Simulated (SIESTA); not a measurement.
## A series of single points on TiO₂

System: TiO₂ (6 atoms in the cell).
Method: Kohn-Sham DFT of a periodic cell, PBE, PseudoDojo 0.4 standard, converted to PSML, no spin polarisation (SIESTA 5.4.2).

The 7 runs differ only in the geometry, by an even scaling of the cell at fixed fractional positions. The structure derives from an entry of the Crystallography Open Database.

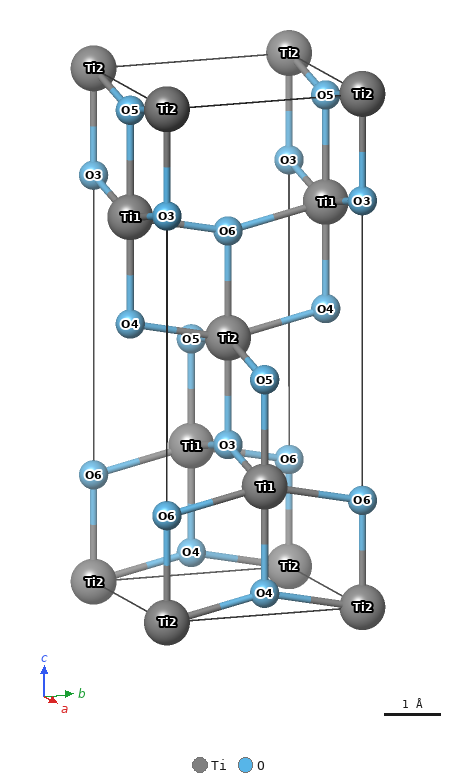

Figure 1. The structure of run 4 (ball-and-stick view of the cell 2 times as large as that of the calculation, set on its symmetry axes, seen slightly off an axis; atoms are numbered from 1 in the order of the input). An atom can appear more than once, as a periodic image.

## Input of run 4
```
SystemName                      Anatase
SystemLabel                     TiO2
NumberOfSpecies                 2
NumberOfAtoms                   6
%block ChemicalSpeciesLabel
  1  22 Ti
  2   8 O
%endblock ChemicalSpeciesLabel

LatticeConstant                 1.0 Ang
%block LatticeVectors
    -1.8921000000     1.8921000000     4.7573000000
     1.8921000000    -1.8921000000     4.7573000000
     1.8921000000     1.8921000000    -4.7573000000
%endblock LatticeVectors
AtomicCoordinatesFormat         Fractional
%block AtomicCoordinatesAndAtomicSpecies
     0.7500000000     0.2500000000     0.5000000000  1  Ti
     0.0000000000     0.0000000000     0.0000000000  1  Ti
     0.7919000000     0.7919000000     0.0000000000  2  O
     0.5419000000     0.0419000000     0.5000000000  2  O
     0.9581000000     0.4581000000     0.5000000000  2  O
     0.2081000000     0.2081000000     0.0000000000  2  O
%endblock AtomicCoordinatesAndAtomicSpecies

%block kgrid.MonkhorstPack
   10   0   0  0.0
    0  10   0  0.0
    0   0  10  0.0
%endblock kgrid.MonkhorstPack
XC.Functional                   GGA
XC.Authors                      PBE
PAO.BasisSize                   DZP
PAO.EnergyShift                 0.003 Ry
Mesh.Cutoff                     800 Ry
OccupationFunction              FD
ElectronicTemperature           0.05 eV
MaxSCFIterations                120
SCF.MustConverge                false
SCF.Mixer.Method                Pulay
SCF.Mixer.Weight                0.25
SCF.Mixer.History               8
SCF.DM.Tolerance                5.0e-05
SCF.H.Tolerance                 1.0e-03 eV
WriteForces                     true
Charge.Mulliken                 end
Charge.Hirshfeld                end
Charge.Voronoi                  end
SaveRho                         true
SaveElectrostaticPotential      true
%block PAO.Basis
  Ti 5
  n=3 0 2
    3.144 0.000
  n=4 0 2
    8.756 0.000
  n=3 1 2
    3.568 0.000
  n=4 1 1
    8.756
  n=3 2 2
    6.267 0.000
%endblock PAO.Basis
```

Command:
```bash
siesta TiO2.fdf > TiO2.out 2>&1
```

Run 2 has the same physical settings and fractional positions; its lattice vectors (Å) are:
```
  -1.866528    1.866528    4.693004
   1.866528   -1.866528    4.693004
   1.866528    1.866528   -4.693004
```

## Results, with one run withheld

```tsv
run	volume per atom (Å³)	free energy per atom, from the lowest run given (meV)	pressure (GPa)	gap on the mesh (eV)
1	10.673	86.05	25.89	2.13
2	10.900	?	?	?
3	11.127	29.80	14.17	2.04
4	11.354	13.36	9.13	2.00
5	11.581	3.56	4.60	1.96
6	11.808	0.00	0.49	1.92
7	12.035	2.02	−3.27	1.88
```

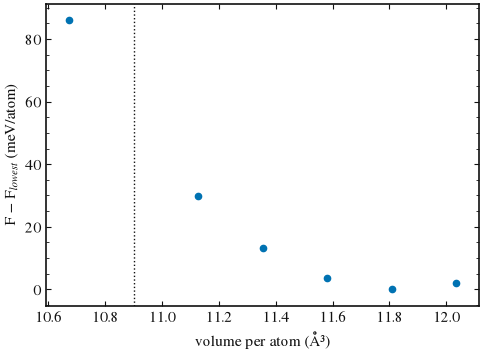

Figure 2. Free energy per atom of the runs given; the dotted line marks run 2.

What should run 2 give?

A cubic polynomial in V^(−2/3) (the Birch–Murnaghan form), fitted to the 6 runs given, misses them by at most 0.05 meV per atom. With x = V^(−2/3) − 0.19725 Å⁻², it reads F = 10.062 + 4289 x + 4.554e+05 x² + 16172 x³ (meV per atom). At run 2 it gives 53.81 meV per atom, and the run itself gives 53.77. The slope of the fit gives a pressure −dF/dV of 19.75 GPa there, and the run prints 19.75 GPa. The fit has its minimum at 11.836 Å³ per atom, where V d²F/dV² gives 203 GPa. Cell shape and fractional positions are held, so this is the stiffness under even scaling; the relaxed bulk modulus wasn't computed. The gap on the mesh goes, without turning, from 2.13 eV in run 1 to 1.88 eV in run 7; run 2 has 2.09 eV. These are gaps of this functional on this mesh, which can miss the band edges; they aren't the measured gap.

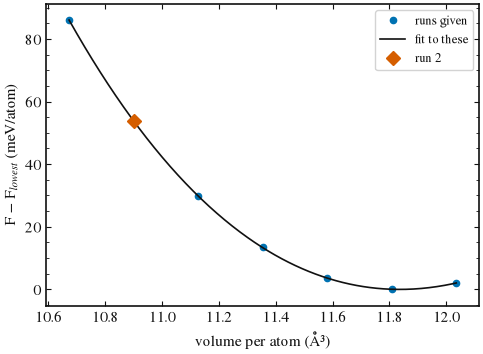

Figure 3. The fit and the withheld run.

## Some lines of the output (run 2)
```
[...]
outcell: Cell volume (Ang**3)        :     65.4003
stepf: Fermi-Dirac step function
siesta: Etot    =     -5016.043673
siesta: FreeEng =     -5016.043673
        iscf     Eharris(eV)        E_KS(eV)     FreeEng(eV)     dDmax    Ef(eV) dHmax(eV)
siesta: E_KS(eV) =            -5037.8362
siesta: E_KS - E_eggbox =     -5037.8362
siesta: Etot    =     -5037.836214
siesta: FreeEng =     -5037.836214
siesta:         Fermi =      -7.548314
siesta: Cell volume =         65.400329 Ang**3
    Orbital volume contribution        =           4.174287 eV
```

Notes: Points of doubt noted for this run: mulliken charges of long orbitals. With a small basis of atomic orbitals these values can differ much from converged plane-wave results.
